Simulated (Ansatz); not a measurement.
**Single-point calculation, with input and output: TiC$_{63}$ (charge +1) (part 3 of 3)**

Continued. System: TiC$_{63}$ (defect cell, 64 atoms in the cell, total charge +1). Method: DFT PBE, scalar-relativistic, plane waves, PAW, spin-polarised (Ansatz 0.2.0); cutoff 420 eV, 3×3×3 k-mesh, Gaussian smearing of 0.05 eV, collinear spins. The structure derives from an entry of the Crystallography Open Database.

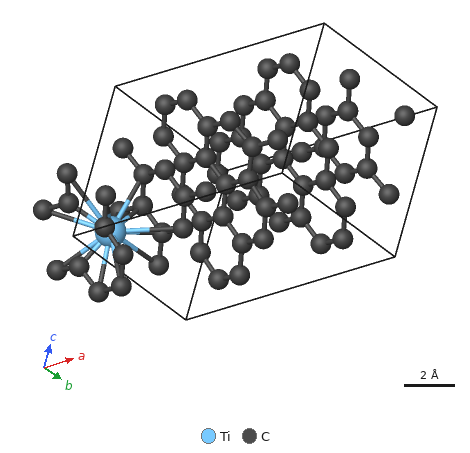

Figure 1. The input geometry (ball-and-stick view of the cell of the calculation, seen at an oblique angle; bonded neighbours outside the cell are drawn too). An atom can appear more than once, as a periodic image.

### What the program printed, continued
```
--- Band table (eV; the first three rows and the last of 28) ---
  k-point 0 ↑: bands = ["-49.2450", "-25.8104", "-25.7197", "-25.4011", "-12.4141", "-11.8621", "-11.0627", "-10.9311", "-10.9209", "-10.8189", "-10.8085", "-10.7658", "-10.5920", "-10.5816", "-10.5519", "-10.4177", "-10.3965", "-9.4748", "-8.1180", "-8.0906", "-8.0741", "-8.0549", "-8.0267", "-8.0194", "-7.7128", "-7.6793", "-7.6612", "-7.4714", "-7.4706", "-7.1767", "-7.0495", "-7.0436", "-7.0333", "-6.6327", "-6.6259", "-6.0636", "-6.0461", "-6.0425", "-5.9753", "-5.4406",
      "-5.3926", "-4.2770", "-3.3402", "-3.3300", "-3.3115", "-3.3090", "-3.2453", "-3.2379", "-3.0519", "-3.0246", "-2.9523", "-2.6373", "-2.6150", "-1.8279", "-1.8235", "-1.7160", "-1.7141", "-1.7115", "-1.7041", "-1.6474", "-1.4996", "-1.4363", "-1.3747", "-1.2150", "-0.8660", "-0.8046", "-0.6002", "-0.2181", "-0.2158", "-0.2076", "-0.1628", "-0.1514", "-0.1340", "0.1162", "0.1404", "0.1809", "0.5770", "0.6111", "0.6676", "0.8149",
      "0.8196", "0.8226", "0.8651", "0.9308", "0.9334", "0.9998", "1.0732", "1.1799", "1.2965", "1.5860", "1.6377", "1.8337", "1.8439", "1.9312", "1.9762", "2.0128", "2.1727", "2.1750", "2.1793", "2.2287", "2.2293", "2.2638", "2.4808", "2.4838", "2.5504", "2.5519", "2.5692", "3.7967", "3.8205", "3.8224", "3.9427", "3.9461", "3.9606", "4.0423", "4.0734", "4.2383", "4.2517", "4.3243", "4.5896", "4.6042",
      "4.6749", "5.0767", "5.1888", "5.3116", "5.3875", "5.4439", "5.4714", "5.4790", "5.5225", "6.2753", "6.3918", "6.8530", "8.3564", "8.6622", "8.6939", "8.8272", "9.0427", "9.4557", "9.4799", "9.6506", "9.7750", "9.9243", "9.9656", "9.9919", "10.0383", "10.1448", "10.3938", "10.5747", "10.5930", "10.6853", "10.8021", "10.9489", "11.7468", "11.8601", "11.9521", "13.0421", "14.1387", "14.1847", "14.2492", "14.3341",
      "14.3527", "14.4454", "14.6008", "14.6504", "14.6637", "14.7011", "14.7233", "14.7430", "14.8586", "14.8844", "14.9208", "15.0382", "15.0662", "15.1066", "15.2268", "15.2618", "15.3001", "15.3149", "15.3537", "15.4672", "15.4888", "15.5050", "15.5581", "15.5901", "15.6671", "15.7198", "15.7313", "15.8206", "15.8790", "16.0122", "16.0638", "16.0895", "16.7168", "16.8571", "16.9999", "17.0562"]
  k-point 1 ↑: bands = ["-49.2450", "-25.8104", "-25.7197", "-25.4011", "-12.2512", "-11.7717", "-11.6780", "-11.2538", "-11.2005", "-11.1882", "-10.8422", "-10.5331", "-10.2663", "-10.2338", "-9.8383", "-9.7324", "-9.6683", "-9.3219", "-9.2889", "-9.0759", "-8.8850", "-8.5161", "-8.3303", "-7.9297", "-7.8994", "-7.7892", "-7.4853", "-7.4845", "-7.3929", "-7.3304", "-6.9530", "-6.6342", "-6.5995", "-6.4573", "-6.2259", "-5.5522", "-5.3657", "-5.3602", "-4.8180", "-4.7673",
      "-4.7216", "-4.6416", "-4.5081", "-4.3944", "-4.1815", "-4.1776", "-4.1463", "-3.6926", "-3.6738", "-2.6526", "-2.4819", "-2.4559", "-2.3967", "-2.2525", "-2.2461", "-2.0999", "-2.0357", "-1.7318", "-1.5942", "-1.2859", "-1.2656", "-1.1859", "-0.9628", "-0.8382", "-0.8366", "-0.7302", "-0.3649", "-0.3361", "-0.2472", "-0.2438", "-0.2415", "0.1420", "0.2680", "0.3316", "0.3364", "0.7073", "0.7117", "0.7938", "0.8140", "0.8241",
      "0.8416", "0.9601", "0.9843", "1.0544", "1.2258", "1.2805", "1.3049", "1.3074", "1.3195", "1.4472", "1.4567", "1.4914", "1.5663", "1.6561", "1.7387", "1.8625", "1.9194", "2.2076", "2.2086", "2.2337", "2.3189", "2.4612", "2.5509", "2.6078", "2.8870", "2.9067", "2.9941", "3.1027", "3.1847", "3.4282", "3.5882", "3.8182", "3.8617", "3.9103", "3.9862", "4.0579", "4.1621", "4.2528", "4.3646", "4.3970",
      "4.6084", "4.7733", "5.1429", "5.1845", "5.4481", "5.4630", "5.5481", "5.7147", "6.1769", "6.4001", "6.6273", "7.0230", "8.2950", "8.3081", "8.6358", "8.7624", "9.0661", "9.2393", "9.3856", "9.4657", "9.6741", "9.6938", "9.7362", "9.8095", "9.8586", "10.3445", "10.3544", "10.7841", "11.2144", "11.4361", "11.5501", "11.7576", "11.8634", "12.1186", "12.2851", "12.4164", "12.9113", "12.9391", "13.0803", "13.2594",
      "13.4946", "13.9011", "14.4622", "14.7773", "14.8747", "14.9813", "15.0456", "15.0773", "15.2641", "15.3366", "15.3938", "15.4164", "15.4185", "15.4558", "15.6223", "15.6577", "15.7231", "15.7526", "15.8004", "15.9053", "15.9611", "15.9881", "16.0205", "16.0329", "16.1105", "16.1365", "16.1658", "16.3227", "16.3926", "16.4201", "16.6019", "16.6080", "16.6502", "16.7786", "16.8152", "17.0205"]
  k-point 2 ↑: bands = ["-49.2450", "-25.8104", "-25.7197", "-25.4011", "-12.2527", "-11.7584", "-11.6929", "-11.2489", "-11.2020", "-11.1837", "-10.8308", "-10.5631", "-10.2659", "-10.2293", "-9.8351", "-9.7290", "-9.6729", "-9.3174", "-9.2863", "-9.0758", "-8.8759", "-8.5178", "-8.3283", "-7.9223", "-7.9127", "-7.7704", "-7.4861", "-7.4791", "-7.4316", "-7.3336", "-6.9366", "-6.6386", "-6.5984", "-6.4718", "-6.2117", "-5.5636", "-5.3694", "-5.3627", "-4.8569", "-4.7557",
      "-4.7206", "-4.5976", "-4.4933", "-4.3823", "-4.1885", "-4.1782", "-4.1675", "-3.6887", "-3.6489", "-2.6563", "-2.4819", "-2.4661", "-2.3926", "-2.2525", "-2.2469", "-2.0874", "-2.0635", "-1.7317", "-1.6180", "-1.2891", "-1.2639", "-1.1904", "-0.9721", "-0.8362", "-0.8309", "-0.7096", "-0.3744", "-0.3232", "-0.2529", "-0.2377", "-0.2149", "0.1746", "0.2571", "0.3346", "0.3418", "0.6557", "0.7177", "0.7758", "0.8017", "0.8280",
      "0.8329", "0.9788", "1.0031", "1.0790", "1.1888", "1.2303", "1.2949", "1.3038", "1.3154", "1.4314", "1.4677", "1.4927", "1.5491", "1.6862", "1.7526", "1.8665", "1.9267", "2.2105", "2.2173", "2.2670", "2.3762", "2.4500", "2.5337", "2.6372", "2.8361", "2.8773", "3.0095", "3.0959", "3.2122", "3.4779", "3.5970", "3.7515", "3.8452", "3.9019", "3.9541", "4.0364", "4.1447", "4.2761", "4.3789", "4.4236",
      "4.6409", "4.7278", "5.2324", "5.3147", "5.3568", "5.4628", "5.5333", "5.7756", "6.1082", "6.2672", "6.5579", "7.1110", "8.2545", "8.3958", "8.7100", "8.8007", "9.0127", "9.1287", "9.2092", "9.5150", "9.6326", "9.7404", "9.7809", "9.9163", "10.0126", "10.2889", "10.4776", "10.5476", "11.3211", "11.4522", "11.5158", "11.7290", "11.9079", "12.0719", "12.2099", "12.3610", "12.8673", "12.9854", "13.1150", "13.2639",
      "13.5669", "13.8322", "14.6526", "14.7381", "14.8925", "14.9558", "15.0356", "15.1103", "15.2519", "15.3041", "15.3484", "15.4334", "15.4466", "15.4900", "15.6039", "15.6361", "15.6802", "15.7791", "15.8196", "15.9121", "15.9581", "15.9919", "16.0160", "16.0280", "16.0784", "16.1603", "16.2045", "16.2853", "16.3501", "16.4255", "16.5366", "16.5604", "16.6557", "16.7504", "16.8891", "16.9259"]
  k-point 13 ↓: bands = ["-49.2450", "-25.8104", "-25.7197", "-25.4010", "-12.2174", "-11.7865", "-11.7165", "-11.2806", "-11.2165", "-11.1641", "-10.7994", "-10.5504", "-10.2702", "-10.2399", "-9.8216", "-9.7750", "-9.6222", "-9.2983", "-9.2559", "-9.0800", "-8.9127", "-8.5310", "-8.3322", "-7.8985", "-7.8950", "-7.7784", "-7.5076", "-7.4843", "-7.4312", "-7.3399", "-6.9361", "-6.6187", "-6.5815", "-6.4919", "-6.2321", "-5.5700", "-5.3707", "-5.3613", "-4.8496", "-4.7550",
      "-4.7218", "-4.6027", "-4.4892", "-4.3833", "-4.2108", "-4.1833", "-4.1417", "-3.6833", "-3.6469", "-2.6532", "-2.4828", "-2.4661", "-2.3919", "-2.2531", "-2.2474", "-2.0868", "-2.0619", "-1.7326", "-1.6155", "-1.2717", "-1.2613", "-1.2041", "-0.8373", "-0.8327", "-0.7201", "-0.5228", "-0.3737", "-0.3241", "-0.2556", "-0.2453", "-0.2321", "0.1616", "0.1925", "0.2517", "0.3342", "0.3385", "0.3805", "0.4393", "0.7200", "0.7821",
      "0.8081", "0.8263", "0.9813", "1.0770", "1.1947", "1.3010", "1.3129", "1.3560", "1.3938", "1.4712", "1.4925", "1.5740", "1.6790", "1.8224", "1.8766", "1.9168", "1.9630", "2.1887", "2.2110", "2.2219", "2.2799", "2.3861", "2.8971", "2.9440", "3.0280", "3.0806", "3.1123", "3.1787", "3.3674", "3.4518", "3.5395", "3.5972", "3.6372", "3.8112", "3.8999", "3.9081", "4.2499", "4.3896", "4.4913", "4.5217",
      "4.5545", "4.7873", "4.9102", "5.1669", "5.1890", "5.4809", "5.7141", "5.8473", "5.9351", "6.1356", "6.4083", "7.0803", "8.1842", "8.4512", "8.6677", "8.8658", "9.0044", "9.1394", "9.2920", "9.5412", "9.5854", "9.7305", "9.8439", "9.8789", "10.0468", "10.2948", "10.5505", "10.6164", "11.3510", "11.4092", "11.6555", "11.6893", "11.8876", "12.2687", "12.2944", "12.5938", "12.8800", "13.1417", "13.2351", "13.3058",
      "13.5373", "13.6476", "13.9588", "14.1978", "14.5261", "14.5887", "14.8157", "14.9375", "15.0473", "15.2311", "15.2834", "15.3728", "15.4131", "15.4626", "15.4842", "15.5596", "15.6621", "15.7435", "15.8016", "15.8893", "15.9396", "15.9689", "16.0102", "16.0188", "16.1584", "16.2043", "16.2231", "16.3933", "16.4330", "16.5120", "16.6125", "16.7174", "16.7684", "16.9799", "17.0633", "17.1356"]
--- Löwdin populations: 64 sites ---
  site symbol       q [e]    m [muB]
     0     Ti     10.9537     0.0000
     1      C      3.9579    -0.0000
     2      C      3.9584    -0.0000
     3      C      3.9563    -0.0000
     4      C      3.9589    -0.0000
     5      C      3.9735    -0.0000
     6      C      3.9437    -0.0000
     7      C      4.0287    -0.0000
     8      C      3.9576    -0.0000
     9      C      3.9412    -0.0000
    10      C      3.9753    -0.0000
    11      C      3.9576    -0.0000
    12      C      3.9505    -0.0000
    13      C      3.9590    -0.0000
    14      C      3.9550    -0.0000
    15      C      3.9501    -0.0000
    16      C      3.9551    -0.0000
    17      C      3.9418    -0.0000
    18      C      3.9797    -0.0000
    19      C      3.9587    -0.0000
    20      C      3.9575    -0.0000
    21      C      3.9506    -0.0000
    22      C      3.9534    -0.0000
    23      C      3.9529    -0.0000
    24      C      3.9624    -0.0000
    25      C      3.9801    -0.0000
    26      C      3.9541    -0.0000
    27      C      3.9577    -0.0000
    28      C      3.9415    -0.0000
    29      C      3.9499    -0.0000
    30      C      3.9538    -0.0000
    31      C      3.9577    -0.0000
    32      C      3.9429     0.0000
    33      C      4.1450     0.0000
    34      C      4.1507     0.0000
    35      C      4.1456     0.0000
    36      C      3.9691     0.0000
    37      C      3.9525     0.0000
    38      C      3.9424     0.0000
    39      C      3.9574     0.0000
    40      C      3.9604     0.0000
    41      C      3.9558     0.0000
    42      C      3.9542     0.0000
    43      C      3.9478     0.0000
    44      C      3.9412     0.0000
    45      C      3.9672     0.0000
    46      C      3.9525     0.0000
    47      C      4.0229     0.0000
    48      C      3.9644     0.0000
    49      C      3.9417     0.0000
    50      C      3.9479     0.0000
    51      C      3.9529     0.0000
    52      C      3.9418     0.0000
    53      C      3.9542     0.0000
    54      C      3.9495     0.0000
    55      C      3.9456     0.0000
    56      C      3.9495     0.0000
    57      C      3.9607     0.0000
    58      C      3.9532     0.0000
    59      C      3.9420     0.0000
    60      C      4.0002     0.0000
    61      C      3.9428     0.0000
    62      C      3.9477     0.0000
    63      C      3.9458     0.0000
  spilling = 0.008244 (of n_electrons = 263.000000)
--- Bader charges: 64 sites ---
  site symbol  charge [e]  shift [e]    m [muB]
     0     Ti      1.6399     0.0037     0.0000
     1      C      0.0089     0.0001     0.0000
     2      C      0.0058     0.0019     0.0000
     3      C      0.0112     0.0002     0.0000
     4      C      0.0014     0.0011     0.0000
     5      C     -0.0223     0.0010     0.0000
     6      C      0.0239     0.0002     0.0000
     7      C     -0.1195     0.0017     0.0000
     8      C      0.0116     0.0003     0.0000
     9      C      0.0254     0.0003     0.0000
    10      C     -0.0265     0.0011     0.0000
    11      C      0.0080     0.0001     0.0000
    12      C      0.0239     0.0011     0.0000
    13      C      0.0011     0.0011     0.0000
    14      C      0.0109     0.0000     0.0000
    15      C      0.0220     0.0007     0.0000
    16      C      0.0109     0.0000     0.0000
    17      C      0.0247     0.0002     0.0000
    18      C     -0.0518     0.0036     0.0000
    19      C      0.0055     0.0019     0.0000
    20      C      0.0080     0.0002     0.0000
    21      C      0.0239     0.0011     0.0000
    22      C      0.0115     0.0003     0.0000
    23      C      0.0211     0.0010     0.0000
    24      C      0.0114     0.0008     0.0000
    25      C     -0.0526     0.0036     0.0000
    26      C      0.0206     0.0010     0.0000
    27      C      0.0107     0.0001     0.0000
    28      C      0.0248     0.0002     0.0000
    29      C      0.0220     0.0007     0.0000
    30      C      0.0205     0.0009     0.0000
    31      C      0.0107     0.0001     0.0000
    32      C      0.0268     0.0006     0.0000
    33      C     -0.3128     0.0044     0.0000
    34      C     -0.2670     0.0067     0.0001
    35      C     -0.3121     0.0044     0.0000
    36      C     -0.0232     0.0016     0.0000
    37      C      0.0078     0.0007     0.0000
    38      C      0.0268     0.0006     0.0000
    39      C      0.0068     0.0003     0.0000
    40      C     -0.0010     0.0005     0.0000
    41      C      0.0092     0.0002     0.0000
    42      C      0.0051     0.0008     0.0000
    43      C      0.0244     0.0006     0.0000
    44      C      0.0275     0.0005     0.0000
    45      C     -0.0192     0.0015     0.0000
    46      C      0.0078     0.0006     0.0000
    47      C     -0.1238     0.0023     0.0000
    48      C      0.0052     0.0003     0.0000
    49      C      0.0224     0.0001     0.0000
    50      C      0.0247     0.0006     0.0000
    51      C      0.0078     0.0005     0.0000
    52      C      0.0203     0.0004     0.0000
    53      C      0.0050     0.0008     0.0000
    54      C      0.0111     0.0007     0.0000
    55      C      0.0225     0.0002     0.0000
    56      C      0.0113     0.0006     0.0000
    57      C     -0.0014     0.0005     0.0000
    58      C      0.0079     0.0005     0.0000
    59      C      0.0204     0.0004     0.0000
    60      C     -0.0408     0.0000     0.0000
    61      C      0.0189     0.0006     0.0000
    62      C      0.0109     0.0006     0.0000
    63      C      0.0227     0.0003     0.0000
  estimated error of the sums over rays = 7.1e-4 e
```

### Summary

```json
{"quantity": "outcome", "value": "converged"}
{"quantity": "electrons treated", "value": "263"}
{"quantity": "free energy", "value": "−18310.5157 eV"}
{"quantity": "Fermi energy", "value": "7.100 eV"}
{"quantity": "gap on the k-point mesh", "value": "none (metallic)"}
{"quantity": "net moment of the cell", "value": "0.00 μB"}
{"quantity": "integrated absolute moment", "value": "0.00 μB"}
{"quantity": "largest force (length of the vector)", "value": "0.391 eV/Å"}
{"quantity": "hardware", "value": "4 threads of Arm Neoverse N1, 98 GiB of memory available, shared host"}
{"quantity": "wall time", "value": "18 min (CPU time 72 min)"}
{"quantity": "peak memory", "value": "3.7 GiB"}
```

### Remarks

The program warns: some starting moments were not kept. The cell is charged and computed with a neutralising background, so its energy and pressure depend on the cell and aren't those of a real crystal.
